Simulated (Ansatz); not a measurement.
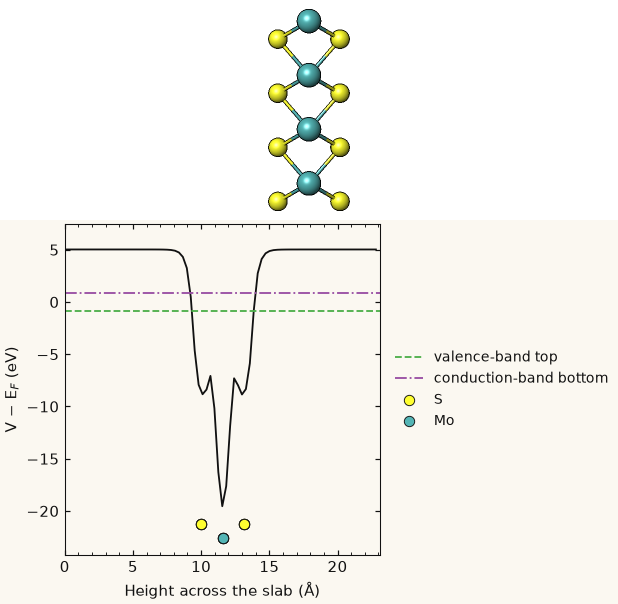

Plane-averaged electrostatic potential energy of an electron across the slab; circles at the bottom mark the heights of the atoms. The structure is drawn too.

System: a (001) slab cut from MoS$_{2}$ (R3m), ended by S planes, 12 atoms in the cell, the slab at its places in the relaxed adsorbed structure.

Level of theory: DFT PBE+D3(BJ), scalar-relativistic, plane waves, PAW, no spin polarisation, 3×3×1 k mesh, 420 eV cutoff, Gaussian smearing of 0.05 eV; code Ansatz.

What are the ionisation potential and the electron affinity of the slab?

Answer. From the vacuum level at the right face the ionisation potential is 5.92 eV and the electron affinity 4.14 eV; the left face gives the same. The slab's gap, their difference before rounding, is 1.78 eV. The two vacuum levels agree, so the slab has no net dipole along its normal.

How thick are slab and vacuum?

Answer. The outermost atoms are 3.1 Å apart, which leaves 20.0 Å of vacuum in a cell 23.1 Å high.
